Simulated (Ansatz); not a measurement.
Single-point calculation, with input and output: GaN

- system: GaN (2 atoms in the cell)
- method: DFT HSE06, scalar-relativistic, plane waves, PAW, no spin polarisation (Ansatz 0.2.0)

The structure was built on a prototype by a generator; it need not be a known phase. Figures and captions count atoms from 1; the log counts them from 0 in places.

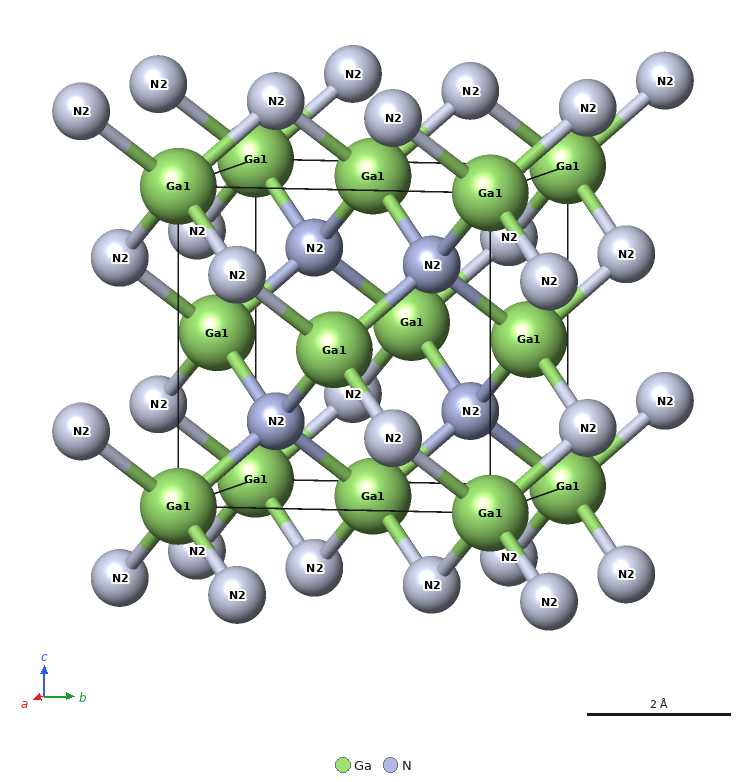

Fig. 1: The structure as given in the input (ball-and-stick view of the cell 4 times as large as that of the calculation, set on its symmetry axes, seen at an oblique angle; neighbours outside the cell are drawn fainter; atoms are numbered from 1 in the order of the input). Near neighbours in the crystal (not all of them lie inside the picture): Ga has 4 N at 1.95 Å; N has 4 Ga at 1.95 Å.

## The input
```yaml
crystal:
  lattice:
    - [0.0, 2.2491150736, 2.2491150736]
    - [2.2491150736, 0.0, 2.2491150736]
    - [2.2491150736, 2.2491150736, 0.0]
  atoms:
    - { symbol: Ga, position: [0.0, 0.0, 0.0] }
    - { symbol: "N", position: [0.25, 0.25, 0.25] }
basis:
  ecutwfc: 420
kpoints:
  mp_grid: { grid: [6, 6, 6] }
  band_path:
    path:
      - [0.0, 0.0, 0.0]
      - [-0.5, -0.5, 0.0]
      - [-0.375, -0.375, 0.25]
      - [-0.375, 0.0, 0.375]
      - [0.0, 0.0, 0.5]
      - [-0.5, -0.25, 0.25]
    npoints: 1
hamiltonian:
  xc: hse06
scf:
  occupations: { method: fixed }
  n_extra_bands: 4
output:
  eigenvalues: true
  write_density: true
  write_potential: true
  elf: true
  volumetric_format: npy
```

Run as:
```bash
ansatz run input.yaml --threads 2 --pin off --max-ram 5120MiB --backend cpu --events-out ev --progress --plain --runs-dir out
```

## What the program printed
```
scf.n_extra_bands = 4 over 9 filled bands (N_el = 18.0): the run solves 13 bands
Engine: ansatz 0.2.0, x86_64-unknown-linux-gnu
Pseudopotentials: kind: paw
Pseudopotential: Ga, paw, valence charge 13, recommended cutoff 420 eV (normal), Ga.paw.azcp
Pseudopotential: N, paw, valence charge 5, recommended cutoff 420 eV (normal), N.paw.azcp
Functional definition: HSE06
  parameter a = 0.25
  parameter omega = 0.11/bohr
  exchange = pbe_x - a*pbe_x_sr(omega) + a*exact_x_sr(omega)
  correlation = pbe_c
davidson cushion auto → on  (no smearing: the cushion is to keep the highest requested band from converging to the state above it; pin scf.eigensolver.cushion to override)
Crystal: 2 atoms, lattice volume = 22.754 Å³
Basis set: ecut = 420 eV, 459 PW (Γ)
Bands: 13, of which v1, the nominal top of the filled ones, is band 9 counted from 1 (8 counted from 0)
Symmetry: 24 space group operations
Space group: F-43m (ITA 216), of the structure as read, at distance tolerance 2.8e-5 Å
k-points: 16 of 216 (time reversal used)
Non-local potential: Ga, projectors of the file, l = 0: 2, l = 1: 2, l = 2: 3, l = 3: 1
Non-local potential: N, projectors of the file, l = 0: 2, l = 1: 2, l = 2: 1
PAW form: soft (Blöchl's): semilocal exchange-correlation on the pseudo side does not see the compensation charge
PAW frozen core: Ga, regenerated for the run's functional, and the local potential with it (the file was generated under x = pbe(κ = 0.804, μ = 0.2195149727645171), c = pbe(β = 0.06672455060314922))
PAW frozen core: N, regenerated for the run's functional, and the local potential with it (the file was generated under x = pbe(κ = 0.804, μ = 0.2195149727645171), c = pbe(β = 0.06672455060314922))
PAW one-centre angular grid: Ga, 590 points (default); XC on 64 Gauss nodes
PAW one-centre angular grid: N, 110 points (default); XC on 64 Gauss nodes
Initial density: superposition of atomic densities (neutral atoms: chi_scale 0, normalization atom), corrected by the library's trained network
Initial wavefunctions: pseudopotential atomic-orbital guess
Functional: x = pbe(κ = 0.804, μ = 0.2195149727645171), c = pbe(β = 0.06672455060314922), warm-up for x = pbe(κ = 0.804, μ = 0.2195149727645171) + 0.25 (exact − pbe) at short range (hse, ω = 0.20786987370883472 Å⁻¹), c = pbe(β = 0.06672455060314922); HSE06 as pw.x's `hse` composes it (authors' and Libxc's form: `xc: wpbeh`)
SCF iter   1: F=—  HF=-4167.892939 eV  |F-HF|=—  |Δ(HF+E_count)|=         —  Δρ=6.64e-4  dr2=2.84e-5  ethr=1.77e-3  ⟨swp⟩=2.0  Hψ=1438  notcnv=0
preconditioner: auto → none  [insulator: Δε(μ)=1.752 eV  Ē_g=18.806 eV  n_scr=8 (ndim 8)  ℏωp=33.0 eV  f_vac=0.001]
SCF iter   2: F=-4167.893094 eV  HF=-4167.893056 eV  |F-HF|=3.81e-5  |Δ(HF+E_count)|=   1.17e-4  Δρ=3.70e-4  dr2=1.25e-5  ethr=1.58e-7  ⟨swp⟩=4.6  Hψ=890  notcnv=0
SCF 1 stopped early in 2 iterations: F = -4167.893094 eV  dr2 = 1.25e-5
  greatest PAW one-centre occupation: 0.995 electrons in one spin orbital (limit 2), on the Ga atom at site 0 (counted from 0), in its partial waves of l = 2
Initial density: handed on by an earlier stage of this run
Initial wavefunctions: those handed on with the density
Functional: x = pbe(κ = 0.804, μ = 0.2195149727645171) + 0.25 (exact − pbe) at short range (hse, ω = 0.20786987370883472 Å⁻¹), c = pbe(β = 0.06672455060314922); HSE06 as pw.x's `hse` composes it (authors' and Libxc's form: `xc: wpbeh`)
Exchange kernel: α = 0.2500, screened, ω = 0.2079 Å⁻¹, Wigner–Seitz truncation, v(0) = 1042.2891 eV·Å³, q-mesh 6×6×6, nearest image of the exchange supercell L = 19.08 Å, pair-density grid 15×15×15, without the augmentation charges, whose exchange is taken in its separable form by FFT convolution over the k-point mesh (sized by the pseudopotential files, 18×18×18 at the most), smooth part of the exact exchange by density-matrix convolution
Frozen-core exchange: fock
SCF iter   1: F=—  HF=-4168.395199 eV  |F-HF|=—  |Δ(HF+E_count)|=         —  Δρ=1.76e-2  dr2=2.80e-2  ethr=6.95e-7  ⟨swp⟩=5.9  Hψ=1125  notcnv=0
preconditioner: auto → none  [insulator: Δε(μ)=2.958 eV  Ē_g=22.014 eV  n_scr=8 (ndim 8)  ℏωp=33.0 eV  f_vac=0.001]
SCF iter   2: F=—  HF=-4168.381600 eV  |F-HF|=—  |Δ(HF+E_count)|=   1.36e-2  Δρ=4.28e-3  dr2=2.93e-3  ethr=6.95e-7  ⟨swp⟩=4.0  Hψ=896  notcnv=0
SCF iter   3: F=—  HF=-4168.389269 eV  |F-HF|=—  |Δ(HF+E_count)|=   7.67e-3  Δρ=4.32e-3  dr2=1.58e-3  ethr=6.95e-7  ⟨swp⟩=4.0  Hψ=890  notcnv=0
SCF iter   4: F=—  HF=-4168.389028 eV  |F-HF|=—  |Δ(HF+E_count)|=   2.41e-4  Δρ=1.47e-3  dr2=1.71e-4  ethr=6.95e-7  ⟨swp⟩=3.4  Hψ=693  notcnv=0
SCF iter   5: F=—  HF=-4168.389167 eV  |F-HF|=—  |Δ(HF+E_count)|=   1.39e-4  Δρ=4.84e-4  dr2=3.50e-5  ethr=6.95e-7  ⟨swp⟩=3.0  Hψ=524  notcnv=0
SCF iter   6: F=-4168.389151 eV  HF=-4168.389157 eV  |F-HF|=6.29e-6  |Δ(HF+E_count)|=   1.01e-5  Δρ=1.71e-4  dr2=8.47e-6  ethr=1.88e-7  ⟨swp⟩=3.0  Hψ=660  notcnv=0
SCF 2 stopped early in 6 iterations: F = -4168.389151 eV  dr2 = 8.47e-6
  greatest PAW one-centre occupation: 0.996 electrons in one spin orbital (limit 2), on the Ga atom at site 0 (counted from 0), in its partial waves of l = 2
hybrid outer 1: dexx = +8.653e-3 eV, tail = 4.15e-5 eV
Exchange kernel: α = 0.2500, screened, ω = 0.2079 Å⁻¹, Wigner–Seitz truncation, v(0) = 1042.2891 eV·Å³, q-mesh 6×6×6, nearest image of the exchange supercell L = 19.08 Å, pair-density grid 15×15×15, without the augmentation charges, whose exchange is taken in its separable form by FFT convolution over the k-point mesh (sized by the pseudopotential files, 18×18×18 at the most), smooth part of the exact exchange by density-matrix convolution
Frozen-core exchange: fock
SCF iter   1: F=—  HF=-4168.388894 eV  |F-HF|=—  |Δ(HF+E_count)|=         —  Δρ=6.76e-5  dr2=1.40e-6  ethr=1.15e-6  ⟨swp⟩=2.8  Hψ=515  notcnv=0
preconditioner: auto → none  [insulator: Δε(μ)=3.003 eV  Ē_g=21.844 eV  n_scr=8 (ndim 8)  ℏωp=33.0 eV  f_vac=0.002]
iter 2 solved again at ethr=1.55e-10 eV; its pass at ethr=5.59e-9 eV (dr2=2.79e-8 eV) is discarded
SCF iter   2: F=—  HF=-4168.388894 eV  |F-HF|=—  |Δ(HF+E_count)|=   4.17e-7  Δρ=1.76e-5  dr2=1.00e-7  ethr=1.55e-10  ⟨swp⟩=2.2  Hψ=1264  notcnv=0
SCF iter   3: F=—  HF=-4168.388895 eV  |F-HF|=—  |Δ(HF+E_count)|=   5.61e-7  Δρ=2.30e-5  dr2=1.05e-7  ethr=1.55e-10  ⟨swp⟩=4.0  Hψ=743  notcnv=0
SCF iter   4: F=-4168.388895 eV  HF=-4168.388895 eV  |F-HF|=2.73e-12  |Δ(HF+E_count)|=   3.30e-8  Δρ=1.53e-6  dr2=4.63e-10  ethr=1.55e-10  ⟨swp⟩=3.0  Hψ=611  notcnv=0
SCF 3 converged in 4 iterations: F = -4168.388895 eV  dr2 = 4.63e-10
```

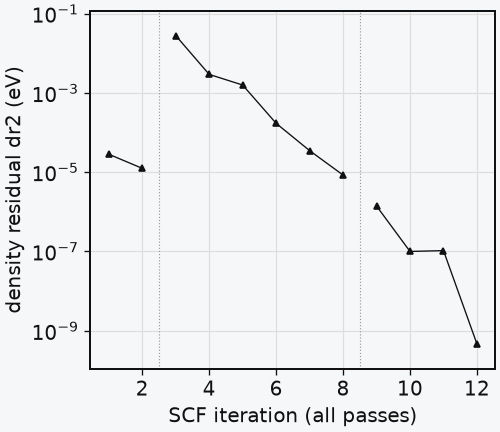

Fig. 2: Convergence of the self-consistent field: density residual dr2 against the SCF iteration. The run starts with a semilocal functional; after that each stretch between dotted lines is one SCF of the hybrid functional between two exact rebuilds of the exchange operator by the outer loop. Early passes are stopped at a loose threshold. The passes take 2, 6 and 4 iterations.

```
hybrid outer 2: dexx = +5.455e-7 eV, tail = 1.42e-8 eV, Δε = 4.74e-3 eV (about 1.13e-4 eV left of the loop's levels)
NSCF: frozen V_eff on 6 k-points
hybrid SCF converged: 2 outer / 10 inner (+2 warm-up), last move |dexx| = 5.46e-7 eV, tail = 1.42e-8 eV
Stability not checked: this state was not tested for a lower state beside it, because the functional holds exact exchange (a hybrid, or Hartree-Fock), whose exchange loop this test does not read (fock_operator; see scf.lower_state_search)
Free energy (F): -4168.388895 eV
Frozen-core exchange: fock
Harris-Foulkes:  -4168.388895 eV  (|F-HF|=2.73e-12)
Internal energy: -4168.388895 eV  (E = F + TS)
E sigma→0 (E₀):  -4168.388895 eV
Fermi energy:    8.908270 eV
--- Per-component energies (eV) ---
  E_band       = -45.306950
  E_kinetic    = 246.847539
  E_local      = -1948.799659  (includes V_loc(G=0)·N_el)
  E_nonlocal   = 474.756342
  E_hartree    = 900.559000
  E_xc         = -103.617184
  E_vxc        = -107.211042  (∫ρ·V_xc dr)
  E_exx        = -62.009909  (= α·E_x^exact, valence–valence)
  E_paw        = -2085.684965  (= ΣΔE_a)
  E_vpaw       = -387.999179  (= ΣTr[D̂ρ^β])
  E_aug_tail   = 0.000125  (compensation charges beyond the density's cutoff)
  E_ewald      = -1590.530282
  E_core_change = 0.090099  (= ΣΔE_core)
  E_smearing   = -0.000000  (= −TS)
  E_closure    = -0.000000  (closes the sum)
  Σ components = -4168.388895   (vs F -4168.388895, Δ=0.00e0)
--- Band table (eV; the first three rows and the last of 16) ---
  k-point 0: bands = ["-8.5744", "-6.7818", "-6.7818", "-6.7818", "-6.4632", "-6.4632", "8.9083", "8.9083", "8.9083", "11.9117", "20.8690", "20.8690", "20.8690"]
  k-point 1: bands = ["-8.3358", "-6.7495", "-6.7495", "-6.5758", "-6.4648", "-6.4648", "6.5150", "8.6155", "8.6155", "13.5710", "19.8178", "21.2608", "21.2608"]
  k-point 2: bands = ["-8.0578", "-6.7047", "-6.7047", "-6.4465", "-6.4465", "-5.6508", "3.1216", "8.0952", "8.0952", "14.8430", "19.2336", "21.1685", "21.1685"]
  k-point 15: bands = ["-7.9181", "-6.6336", "-6.5906", "-6.4856", "-6.4279", "-3.9944", "2.6800", "5.1728", "5.2431", "15.4390", "18.6067", "21.9177", "22.0671"]
```

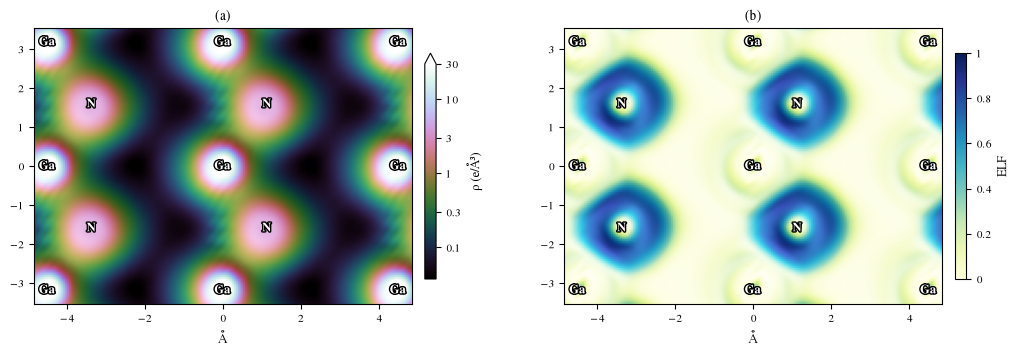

Fig. 3: (a) valence charge density (pseudo); (b) electron localisation function on the (110) plane of the conventional cell. The plane passes through Ga and N nuclei. Ga–N (1.95 Å): the density is about 0.74 e/Å³ at the midpoint; the ELF is about 0.50 at the midpoint. Away from the nuclei the density in this plane falls to 0.04 e/Å³ at its lowest. The fields are those of the smooth PAW valence density.

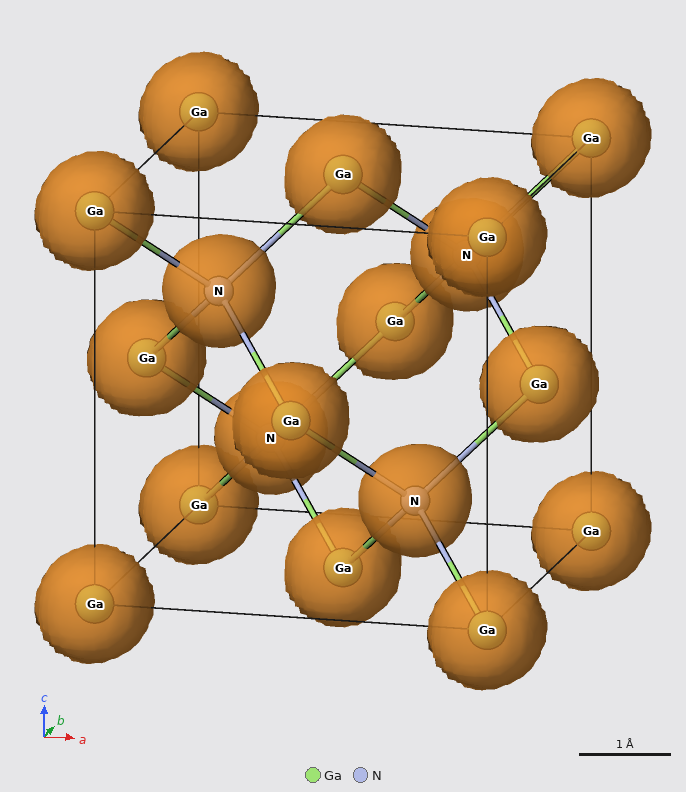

Fig. 4: Isosurface of the valence charge density (pseudo) at 1.5 e/Å³ (orange), seen slightly off an axis. Sticks mark near contacts. The outline is the cell set on symmetry axes. At this value the density breaks into separate islands; it holds about 60 % of the electrons treated as valence (semicore included). It is pinched off along the Ga–N (1.95 Å) contacts. On the grid the lowest density along these lines, outside the cores, is 0.73 e/Å³ (Ga–N, 1.95 Å).

## Key numbers

```csv
quantity,value
outcome,converged
space group (tolerance 0.01 Å),F-43m (216)
electrons treated,18
free energy,−4168.3889 eV
Fermi energy,8.908 eV
gap on the k-point mesh,3.00 eV
gap on the band path,3.00 eV
hardware,"2 threads of AMD EPYC (Zen 5), 64 GiB of memory available, shared host"
wall time,10 s (CPU time 19 s)
peak memory,0.83 GiB
```
